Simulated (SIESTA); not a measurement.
# A series of single points on Pd

System: Pd (Fm-3m, 1 atom in the cell).
Method: Kohn-Sham DFT of a periodic cell, LDA, PseudoDojo 0.4 standard, converted to PSML, no spin polarisation (SIESTA 5.4.2).

The 7 runs differ only in the geometry, by an even scaling of the cell at fixed fractional positions. The structure derives from an entry of the Crystallography Open Database.

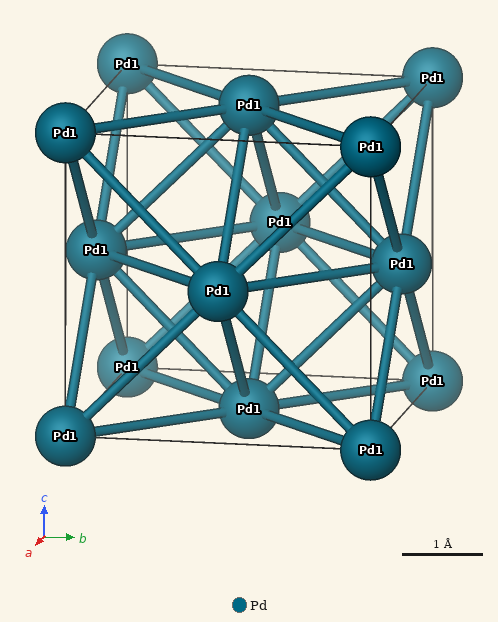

Figure 1. The structure of run 4 (ball-and-stick view of the cell 4 times as large as that of the calculation, set on its symmetry axes, seen slightly off an axis; atoms are numbered from 1 in the order of the input). An atom can appear more than once, as a periodic image.

## Input of run 4
```
SystemName                      Palladium
SystemLabel                     Pd
NumberOfSpecies                 1
NumberOfAtoms                   1
%block ChemicalSpeciesLabel
  1  46 Pd
%endblock ChemicalSpeciesLabel

LatticeConstant                 1.0 Ang
%block LatticeVectors
     0.0000000000     1.9465000000     1.9465000000
     1.9465000000     0.0000000000     1.9465000000
     1.9465000000     1.9465000000     0.0000000000
%endblock LatticeVectors
AtomicCoordinatesFormat         Fractional
%block AtomicCoordinatesAndAtomicSpecies
     0.0000000000     0.0000000000     0.0000000000  1  Pd
%endblock AtomicCoordinatesAndAtomicSpecies

%block kgrid.MonkhorstPack
   12   0   0  0.0
    0  12   0  0.0
    0   0  12  0.0
%endblock kgrid.MonkhorstPack
XC.Functional                   LDA
XC.Authors                      PW92
PAO.BasisSize                   DZP
PAO.EnergyShift                 0.003 Ry
Mesh.Cutoff                     800 Ry
OccupationFunction              FD
ElectronicTemperature           0.05 eV
MaxSCFIterations                120
SCF.MustConverge                false
SCF.Mixer.Method                Pulay
SCF.Mixer.Weight                0.25
SCF.Mixer.History               8
SCF.DM.Tolerance                5.0e-05
SCF.H.Tolerance                 1.0e-03 eV
WriteForces                     true
Charge.Mulliken                 end
BandLinesScale                  ReciprocalLatticeVectors
%block BandLines
    1    0.000000   0.000000   0.000000  \Gamma
   12    0.500000   0.000000   0.500000  X
    6    0.500000   0.250000   0.750000  W
    4    0.375000   0.375000   0.750000  K
   13    0.000000   0.000000   0.000000  \Gamma
   11    0.500000   0.500000   0.500000  L
    8    0.625000   0.250000   0.625000  U
    4    0.500000   0.250000   0.750000  W
    9    0.500000   0.500000   0.500000  L
    8    0.375000   0.375000   0.750000  K
    1    0.625000   0.250000   0.625000  U
    4    0.500000   0.000000   0.500000  X
%endblock BandLines
%block PAO.Basis
  Pd 5
  n=4 0 2
    2.827 0.000
  n=5 0 2
    8.463 0.000
  n=4 1 2
    3.241 0.000
  n=5 1 1
    8.463
  n=4 2 2
    5.842 0.000
%endblock PAO.Basis
```

Command:
```bash
siesta < Pd.fdf > Pd.out 2>&1
```

Run 6 has the same physical settings and fractional positions; its lattice vectors (Å) are:
```
   0.000000    1.972115    1.972115
   1.972115    0.000000    1.972115
   1.972115    1.972115    0.000000
```

## Results, with one run withheld

```csv
run,volume per atom (Å³),"free energy per atom, from the lowest run given (meV)",pressure (GPa)
1,13.865,5.09,5.26
2,14.160,0.00,0.40
3,14.455,3.25,−3.87
4,14.750,14.01,−7.70
5,15.045,31.25,−10.93
6,15.340,?,?
7,15.635,81.41,−16.13
```

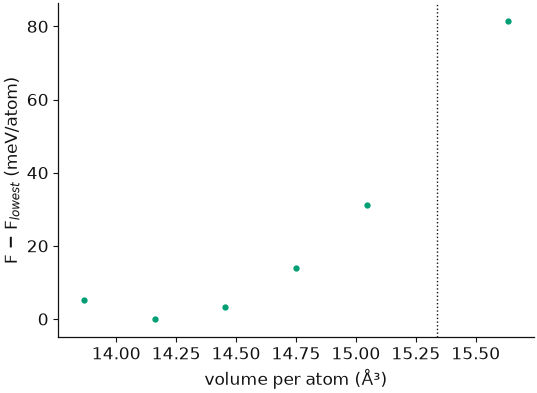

Figure 2. Free energy per atom of the runs given; the dotted line marks run 6.

What should run 6 give?

A cubic polynomial in V^(−2/3) (the Birch–Murnaghan form), fitted to the 6 runs given, misses them by at most 0.06 meV per atom. With x = V^(−2/3) − 0.16715 Å⁻², it reads F = 8.97 − 5121 x + 7.0961e+05 x² + 3.9612e+06 x³ (meV per atom). At run 6 it gives 53.92 meV per atom, and the run itself gives 53.93. The slope of the fit gives a pressure −dF/dV of −13.70 GPa there, and the run prints −13.65 GPa. The fit has its minimum at 14.185 Å³ per atom, where V d²F/dV² gives 220 GPa: the bulk modulus at this level, since symmetry fixes the shape and the positions.

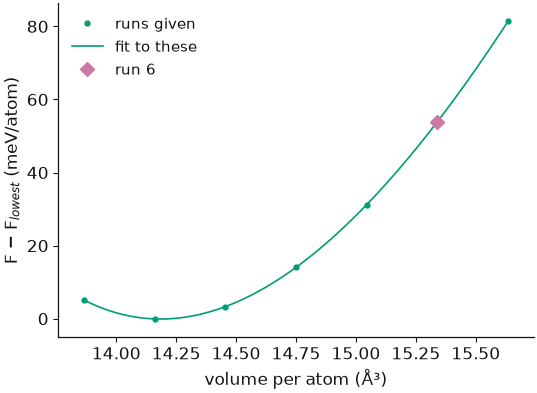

Figure 3. The fit and the withheld run.

## Some lines of the output (run 6)
```
[...]
outcell: Cell volume (Ang**3)        :     15.3400
stepf: Fermi-Dirac step function
siesta: Etot    =     -3671.917739
siesta: FreeEng =     -3671.939038
        iscf     Eharris(eV)        E_KS(eV)     FreeEng(eV)     dDmax    Ef(eV) dHmax(eV)
siesta: E_KS(eV) =            -3671.9832
siesta: E_KS - E_eggbox =     -3671.9832
siesta: Etot    =     -3671.983242
siesta: FreeEng =     -3672.004241
siesta:         Fermi =      -7.530564
siesta: Cell volume =         15.340042 Ang**3
    Orbital volume contribution        =           1.335210 eV
```

Notes: Points of doubt noted for this run: mulliken charges of long orbitals. With a small basis of atomic orbitals these values can differ much from converged plane-wave results.
